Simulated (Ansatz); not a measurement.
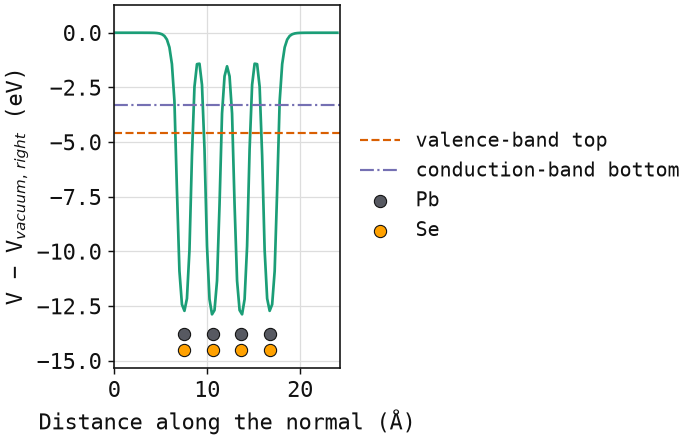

Plane-averaged electrostatic potential energy of an electron across the slab; circles at the bottom mark the heights of the atoms.

The Ansatz input:

```
crystal:
  lattice:
    - [4.3693437079, 0.0, 0.0]
    - [0.0, 4.3693437079, 0.0]
    - [0.0, 0.0, 24.2687776955]
  atoms:
    - { symbol: Pb, position: [0.5, 0.5, 0.3090390498] }
    - { symbol: Se, position: [0.0, 0.0, 0.3090390498] }
    - { symbol: Pb, position: [0.0, 0.0, 0.4363463499] }
    - { symbol: Se, position: [0.5, 0.5, 0.4363463499] }
    - { symbol: Pb, position: [0.5, 0.5, 0.5636536501] }
    - { symbol: Se, position: [0.0, 0.0, 0.5636536501] }
    - { symbol: Pb, position: [0.0, 0.0, 0.6909609502] }
    - { symbol: Se, position: [0.5, 0.5, 0.6909609502] }
basis:
  ecutwfc: 500
kpoints:
  mp_grid: { grid: [6, 6, 1] }
hamiltonian:
  xc: r2scan
scf:
  occupations: { method: gaussian, width: 0.05 }
output:
  forces: true
  stress: true
  eigenvalues: true
efield:
  axis: 3
  dipole_correction: true
```

**What are the ionisation potential and the electron affinity of the slab?**

From the vacuum level at the right face the ionisation potential is 4.58 eV and the electron affinity 3.31 eV; the left face gives the same. The slab's gap, their difference before rounding, is 1.27 eV. The two vacuum levels agree, so the slab has no net dipole along its normal.

**How thick are slab and vacuum?**

The outermost atoms are 9.3 Å apart, which leaves 15.0 Å of vacuum in a cell 24.3 Å high.

The atoms aren't at rest in this cell (largest force 0.5 eV/Å), so the relaxed material can differ. Spin-orbit coupling is left out, which matters for Pb.
